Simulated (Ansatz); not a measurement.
A periodic structure is given below.

```cif
data_structure
_symmetry_space_group_name_H-M 'P 1'
_symmetry_Int_Tables_number 1
_cell_length_a 4.2361
_cell_length_b 4.2361
_cell_length_c 2.6905
_cell_angle_alpha 90.000
_cell_angle_beta 90.000
_cell_angle_gamma 90.000
_cell_volume 48.28
loop_
_atom_site_label
_atom_site_type_symbol
_atom_site_fract_x
_atom_site_fract_y
_atom_site_fract_z
_atom_site_occupancy
Si1 Si 0.50000 0.50000 0.49071 1
Si2 Si 0.00000 0.00000 0.99071 1
O1 O 0.69302 0.69302 0.00000 1
O2 O 0.19302 0.80698 0.50000 1
O3 O 0.30698 0.30698 0.00000 1
O4 O 0.80698 0.19302 0.50000 1
```

Question: What would you see if this were drawn?

Answer: The solid is SiO2. Strictly the space group is P4_2nm (No. 102, within 0.01 Å). It is a distorted form of a primitive tetragonal structure, space group P4_2/mnm (No. 136) within 0.25 Å: rutile. The cell has 6 atoms, namely 2 Si, 4 O. Si sits among six O in a distorted octahedral arrangement at 1.76 to 1.84 Å. O is coordinated by three Si at 1.76 to 1.84 Å. The bonds build a three-dimensional framework.

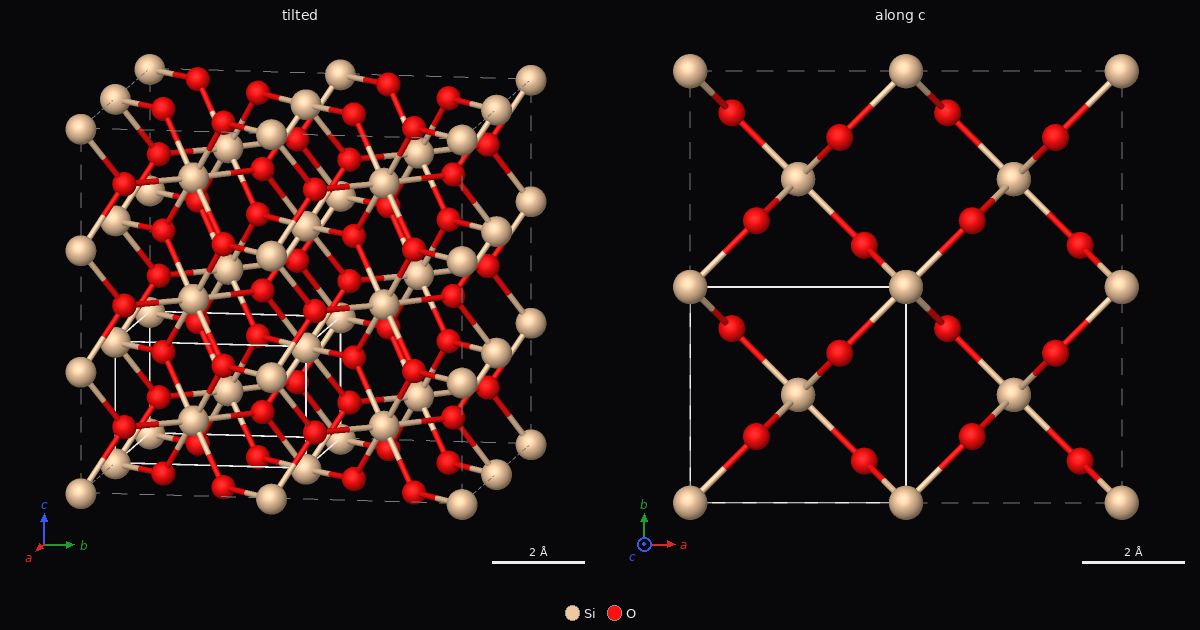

The structure above is drawn in ball-and-stick style and viewed slightly off an axis and along the c axis. One unit cell is drawn solid; the view covers 2×2×3 cells.

The model was built from a structure listed in the Materials Project. The cell was then strained or its atoms displaced on purpose. It was run through Ansatz as a DFT input.
